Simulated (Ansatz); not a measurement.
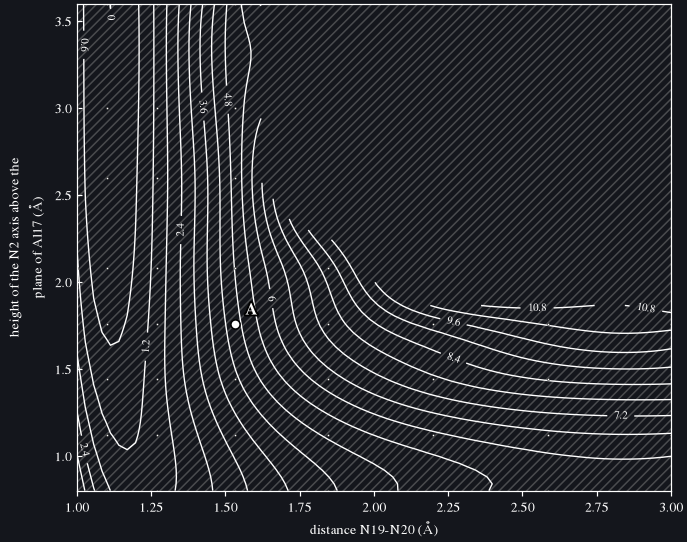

N₂ on an Al(101) slab cut from the P6_3/mmc phase, its upper half relaxed before the scan (18 atoms of substrate and one adsorbate in a 2 × 1 cell). N2 lies flat over one site of a rigid substrate while its bond length and height are varied; it sits over a bridge site, heights counted from the top plane, its axis along the first surface vector. First axis: distance N19-N20. Second axis: height of the N2 axis above the plane of Al17. The scan uses an 8 × 8 grid. At 15 points there is no value (left out: too close to the surface, or the stretched molecule far from it). Points are written as (first, second). All energies are given in eV relative to the lowest grid point. All numbers below come from Ansatz, DFT PBE, scalar-relativistic, plane waves, PAW. Settings: cutoff 420 eV, k-mesh 5×3×1, gaussian smearing 0.1 eV, no spin polarisation.

The picture shows contour lines labelled in eV (none above 10.8), dots at the grid points, hatched blanks where no value was computed, the point A. Between grid points the surface is interpolated.

Question: Is A at rest? If not, where is it pushed?

Answer: A, at (1.531 Å, 1.76 Å), is not a stationary point. The computed force is 11 eV for each Å towards smaller values of distance N19-N20 and 1.1 eV for each Å towards smaller values of the second coordinate.

PAW datasets: the set soft_1.
